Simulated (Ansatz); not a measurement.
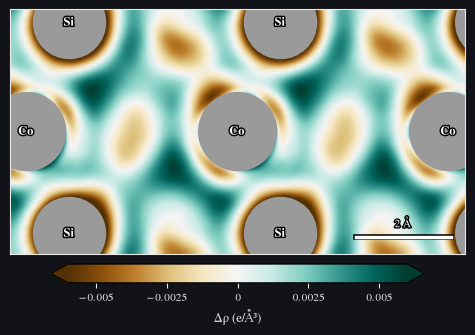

CoSi: difference of two self-consistent densities at the same geometry, ρ(r2SCAN) − ρ(PBE), on the (100) plane of the conventional cell. Grey discs cover the cores, where the PAW densities can't be compared. Cores are masked to 0.8 Å (Co) and 0.8 Å (Si).

Space group P2_13; spin-polarised.

Both runs: Ansatz, scalar-relativistic, plane waves and PAW, same cutoff, k-points and PAW files (made with PBE).

How does the change of level move the electrons?

Against PBE, and outside the masked cores, the largest gain, 0.006 e/Å³, lies 1.4 Å from a silicon nucleus and 1.6 Å from a cobalt one, and the largest loss lies at the edge of the masked core of Si.
Bader charges are Co −0.41 and Si +0.41 e with PBE and Co −0.43 and Si +0.43 e with r2SCAN. Among metals such charges hang on how the charge between the atoms is shared out.
At this volume the pressure is 0 GPa with PBE and −8 GPa with r2SCAN.
